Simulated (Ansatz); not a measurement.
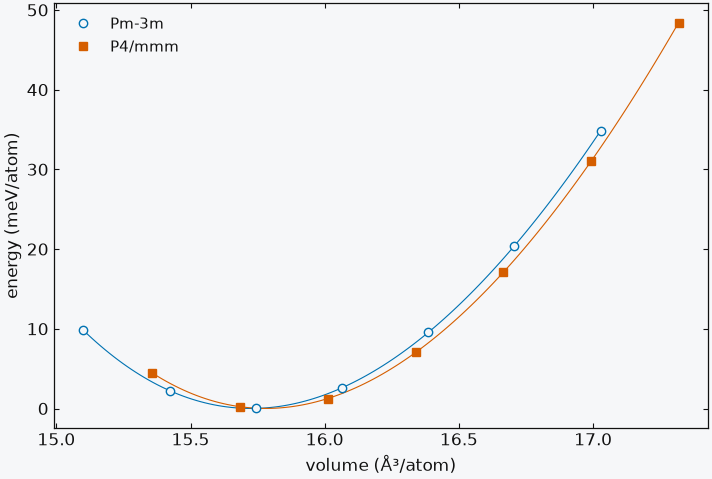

The picture above shows the energy against volume, with one curve for each structure, for TiAl. Each energy curve has its own zero, so the curves don't rank the structures.

Method: all-electron LAPW DFT, no spin polarisation; energies at scaled volumes of the given cell, shape and fractions fixed, counted from the fit's minimum, third-order Birch-Murnaghan fit (Ansatz 0.2.0). Level: PBEsol.

occupations Fermi–Dirac; smearing width 0.05 eV; potentials all electron LAPW, scalar relativistic.

Settings that differ: Pm-3m: k mesh 8×8×8; P4/mmm: k mesh 9×9×7.

Order the curves by fitted equilibrium volume, smallest first.

Pm-3m 15.726, P4/mmm 15.780 Å³/atom.

Order the curves by fitted bulk modulus, smallest first.

Pm-3m 118.2, P4/mmm 120.5 GPa.
